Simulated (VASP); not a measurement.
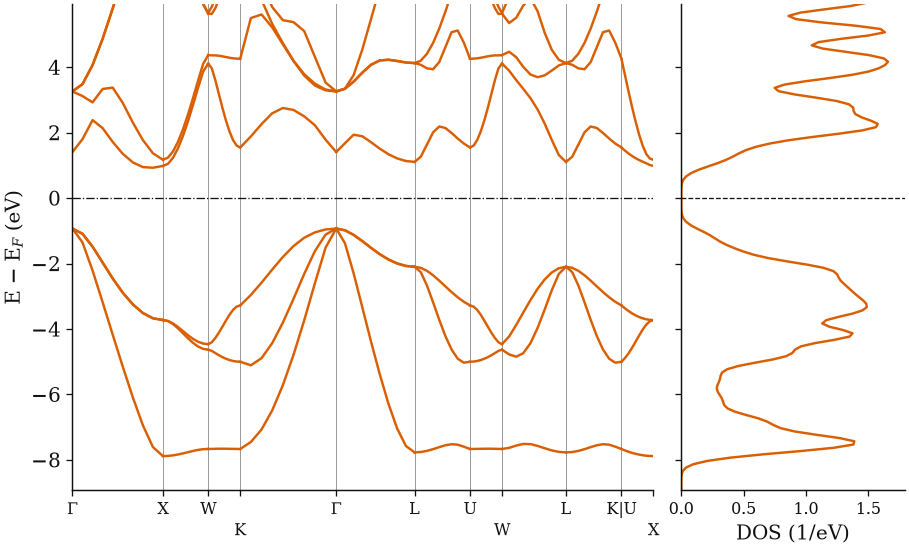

Band structure and density of states. Energies are counted from the Fermi level, put mid-gap where there is a gap. The DOS curve is built from the levels of the k mesh with Gaussians 0.55 eV wide, which also blur the band edges; ripples of that width can come from the mesh.

What lattice type does the k path imply?

Answer. A face-centred cubic lattice: the path Γ–X–W–K–Γ–L–U–W–L–K|U–X runs through the special points of its Brillouin zone.

Input of the run:

INCAR:
```
SYSTEM = GaP
PREC = Accurate ; ENCUT = 520
EDIFF = 1E-7 ; ISMEAR = 0
SIGMA = 0.02 ; LREAL = .False.
LASPH = .True. ; NELM = 100
ALGO = Normal ; ISIF = 2
LWAVE = .False. ; LCHARG = .False.
METAGGA = R2SCAN ; LMIXTAU = .True.
NBANDS = 16
```

KPOINTS:
```
Automatic mesh
0
Gamma
  8 8 8
  0 0 0
```

POSCAR:
```
GaP                                     
1.0
    0.0000000000      2.7258124900      2.7258124900
    2.7258124900      0.0000000000      2.7258124900
    2.7258124900      2.7258124900      0.0000000000
  Ga              P             
     1     1
Direct
     0.0000000000000000    0.0000000000000000    0.0000000000000000
     0.7500000000000000    0.7500000000000000    0.7500000000000000
```

KPOINTS_OPT:
```
path GXWKGLUWLK,UX
10
line-mode
reciprocal
 0.0000000000  0.0000000000  0.0000000000  G
 0.5000000000  0.0000000000  0.5000000000  X

 0.5000000000  0.0000000000  0.5000000000  X
 0.5000000000  0.2500000000  0.7500000000  W

 0.5000000000  0.2500000000  0.7500000000  W
 0.3750000000  0.3750000000  0.7500000000  K

 0.3750000000  0.3750000000  0.7500000000  K
 0.0000000000  0.0000000000  0.0000000000  G

 0.0000000000  0.0000000000  0.0000000000  G
 0.5000000000  0.5000000000  0.5000000000  L

 0.5000000000  0.5000000000  0.5000000000  L
 0.6250000000  0.2500000000  0.6250000000  U

 0.6250000000  0.2500000000  0.6250000000  U
 0.5000000000  0.2500000000  0.7500000000  W

 0.5000000000  0.2500000000  0.7500000000  W
 0.5000000000  0.5000000000  0.5000000000  L

 0.5000000000  0.5000000000  0.5000000000  L
 0.3750000000  0.3750000000  0.7500000000  K

 0.6250000000  0.2500000000  0.6250000000  U
 0.5000000000  0.0000000000  0.5000000000  X
```

System: zincblende GaP, space group F-43m (No. 216), 2 atoms in the primitive cell.

Computed with VASP 6.6.1: r2SCAN, VASP PAW PBE potentials, release 64 (Ga_d, P), no spin polarisation, no spin-orbit coupling, 8×8×8 k mesh, 520 eV cutoff, Gaussian smearing of 0.02 eV.

Read off the fundamental gap and say whether it is direct.

Answer. The bands leave a gap. The gap along this path is 1.86 eV and indirect, from the valence-band top at Γ to the conduction-band bottom between Γ and X; the smallest direct gap is 2.34 eV, at Γ. At X the lowest conduction band lies only 0.06 eV higher.

How much do the top valence band and the lowest conduction band disperse along the path?

Answer. The top valence band spans 3.5 eV and the lowest conduction band 3.2 eV.

What are the direct gaps at U, K and L?

Answer. The direct gaps are 4.83 eV at U, 4.83 eV at K and 3.21 eV at L.

The PAW data sets were made with another functional. Measured GaP has its conduction bottom near X; the order of its valleys hangs on the functional and the volume. LDA, GGA and most meta-GGA functionals understate gaps. The cell was derived from a database entry in an earlier step, so it needn't be the measured one.
